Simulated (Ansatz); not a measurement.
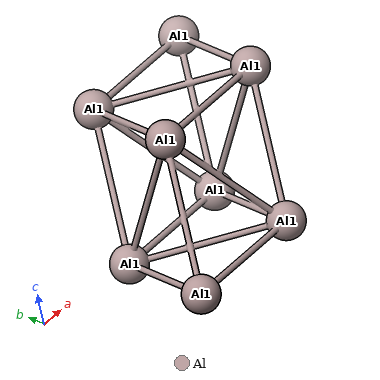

Three computed energy maps of cells of Al. The picture above is the structure of the first map.

Map 1

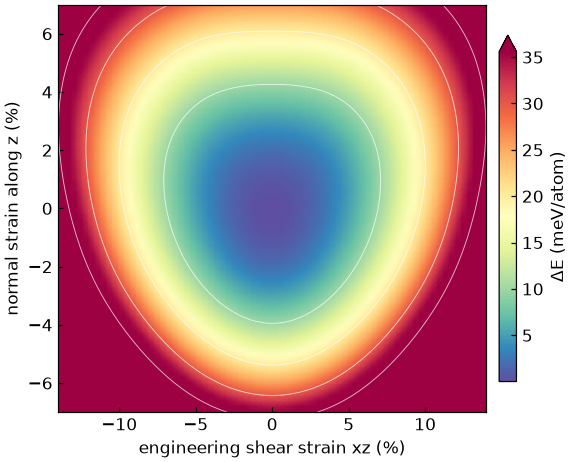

Al (Fm-3m, No. 225; 1 atom in the cell). The energy is mapped over two homogeneous strains (x, y and z along the cube axes). First axis: engineering shear strain xz. Second axis: normal strain along z. Nothing is relaxed (symmetry fixes all fractional coordinates). The grid has 7 × 7 points; 28 points were computed and 21 follow by symmetry. Points are written as (first, second). Energies are in meV/atom, from the lowest grid point. Method: Ansatz 0.2.0, DFT PBE+D3(BJ), scalar-relativistic, plane waves, PAW. Settings: cutoff 420 eV, k-mesh 20×20×20, gaussian smearing 0.15 eV, no spin polarisation.

The picture shows a smooth colour map with a few white contour lines, one colour for all values above the top of the scale. Between grid points the surface is interpolated.

Map 2

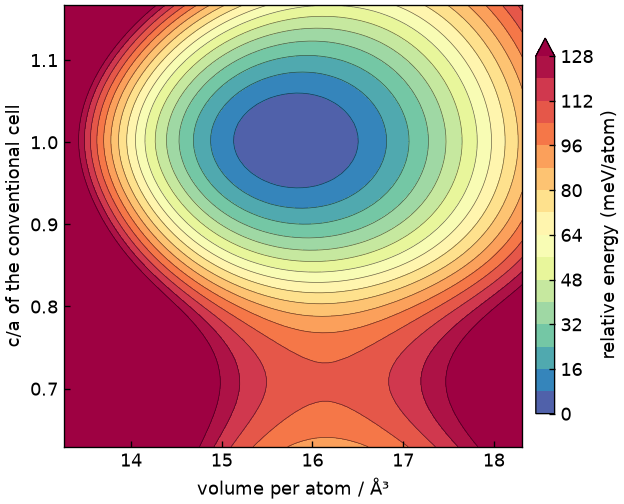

Al (Fm-3m, No. 225; 1 atom in the cell). The energy is mapped over volume and the cell's shape. Coordinates scanned: (1) volume per atom; (2) c/a of the conventional cell. Nothing is relaxed (symmetry fixes all fractional coordinates). The scan uses a 7 × 9 grid. Points are written as (first, second). Energies: meV/atom, counted from the lowest grid point. Computed with Ansatz 0.2.0, DFT PBE+D3(BJ), scalar-relativistic, plane waves, PAW. Settings: cutoff 420 eV, k-mesh 22×22×22, gaussian smearing 0.15 eV, no spin polarisation.

Drawn: filled contours, one colour for all values above the top of the scale. Between grid points the surface is interpolated.

Map 3

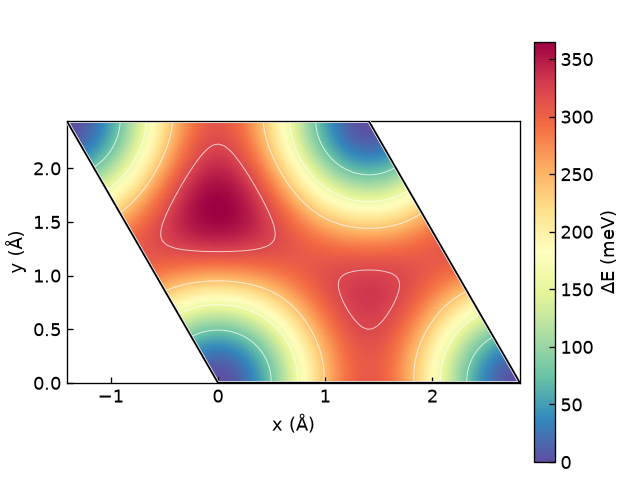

H on an Al(111) slab cut from the Fm-3m phase, its upper half relaxed before the scan (12 atoms of substrate and one adsorbate in a 2 × 2 cell). H is moved over the surface cell at a fixed height above a rigid substrate; the origin of the map has the adsorbate above Al9; the height is held at 2.20 Å. Places are given modulo a cell vector. The map is drawn in real space over the plane of the surface. Grid: 6 × 6 points; 10 points were computed and 26 follow by symmetry. Places are given in fractions of the 1 × 1 surface cell. Energies: meV, counted from the lowest grid point. The runs have no spin polarisation, so an open-shell adsorbate far from the surface lies too high. At a fixed height the lowest place need not be the adsorption site. Method: DFT PBE+D3(BJ), scalar-relativistic, plane waves, PAW in Ansatz 0.2.0. Settings: cutoff 420 eV, k-mesh 6×6×1, gaussian smearing 0.1 eV, no spin polarisation.

In the figure: a smooth colour map with a few white contour lines, the outline of one cell of the plane. Between grid points the surface is interpolated.

Q: What does each map show?

A: Map 1: The lowest grid point is at (0.0 %, 0.00 %). No other kind of well shows on this grid. The highest grid point, (−14.0 %, −7.00 %), lies 114 meV/atom above the lowest. Round the minimum the two coordinates are nearly uncoupled.
Map 2: The lowest grid point is at (15.79 Å³, 1.000) [fcc]. No other kind of well shows on this grid. The highest grid point, (13.26 Å³, 0.680), lies 279 meV/atom above the lowest. Round the minimum the two coordinates are nearly uncoupled.
Map 3: The lowest grid point is at the top site over a surface Al atom, (0/6, 0/6) of the cell vectors. No other kind of well shows on this grid. The highest grid point, a threefold hollow over a second-layer Al atom, (2/6, 4/6) of the cell vectors, lies 365 meV above the lowest. On the interpolated surface the easiest way out of the lowest well to its copy in the next cell or period passes a barrier of about 310 meV. At the lowest point the adsorbate has 1 Al at 2.20 Å as nearest neighbours, at the highest 3 Al at 2.74 Å.

Q: Maps 1, 2 start from a relaxed reference structure. Do they show a way to lower its energy?

A: No. In each of them the reference is the lowest point, within the accuracy of the grid, so it is stable against the distortions scanned (other distortions weren't tried).

PAW datasets: the set soft_1.
